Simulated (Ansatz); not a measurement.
The cell of WS2 (R3m, No. 160). The cell is taken from the geometry relaxed with Ansatz 0.2.0, DFT PBE, scalar-relativistic, plane waves, PAW.

```xyz
9
Lattice="3.1879 0.0000 0.0000 -1.5940 2.7608 0.0000 0.0000 0.0000 22.3110" Properties=species:S:1:pos:R:3 pbc="T T T"
W     1.5940    0.9203    7.4219
S     1.5940    0.9203    1.5560
S     0.0000    1.8405    5.8508
W     0.0000    1.8405   14.8589
S     0.0000    1.8405    8.9930
S     0.0000    0.0000   13.2878
W     0.0000    0.0000   22.2959
S     0.0000    0.0000   16.4300
S     1.5940    0.9203   20.7248
```

Take as void every point where the procrystal density (the sum of the densities of spherically averaged neutral Hartree-Fock atoms) is below 0.002 e/bohr³. From Rb on the atoms have core potentials, so only their outer electrons count. What do the voids look like?

Answer. The voids take about 9.8 % of the cell (19 Å³ of 196.4 Å³) and are bounded by about 57 Å² of surface per cell. Where they connect, they form a two-dimensional network in layers parallel to (001).

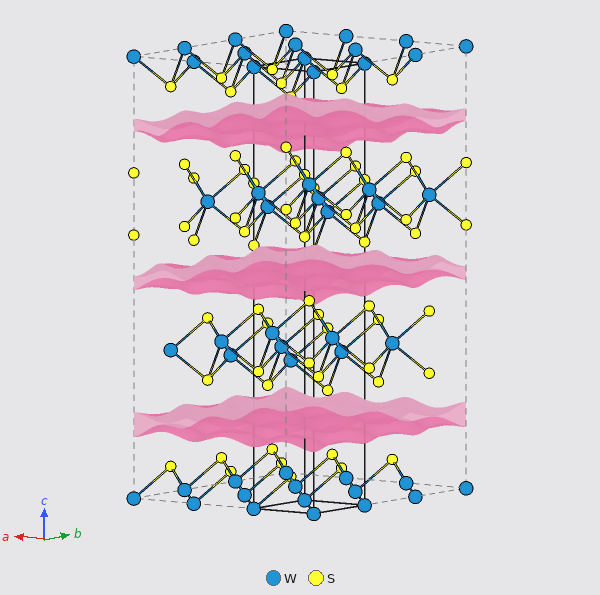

The voids drawn in 3×3×1 cells, view from a free direction. Pale faces close the region where the drawn box cuts it.
